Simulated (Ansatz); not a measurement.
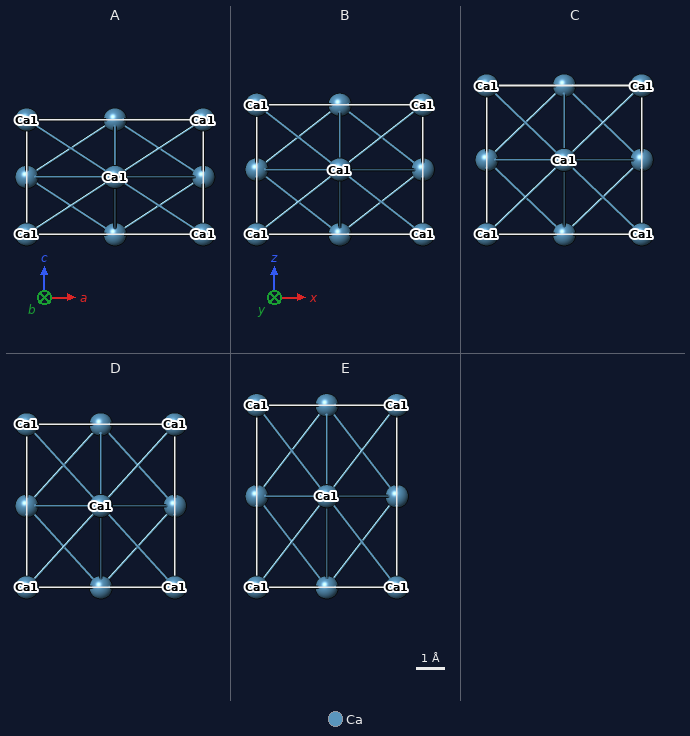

Frames of a one-coordinate scan of crystalline Ca (Fm-3m). x, y and z are the Cartesian axes of the input. Style: ball-and-stick. Shown: the conventional cell (4 times the calculation's cell), along the b axis. Lengths and directions refer to the drawn axes.

The calculation used DFT PBE, scalar-relativistic, plane waves, PAW in Ansatz 0.2.0. (plane-wave cutoff 420 eV; k-point mesh 16 × 16 × 16; occupations gaussian; smearing width 0.15 eV; no spin polarisation). Energies (free energies at the smearing named) are counted from the cell as listed in its source, which wasn't relaxed.

### What is being scanned?

The ratio of the cell's length along z to its lengths across, counted as 1 for the reference, is changed at fixed volume (a tetragonal or Bain path), with the atoms kept at their fractional coordinates. In the frames the relative ratio is 0.65 (A), 0.78 (B), 0.96 (C), 1.10 (D), 1.30 (E). Their energies are 15.5 meV/atom, 12.9 meV/atom, 0.9 meV/atom, 8.1 meV/atom, 83.6 meV/atom.
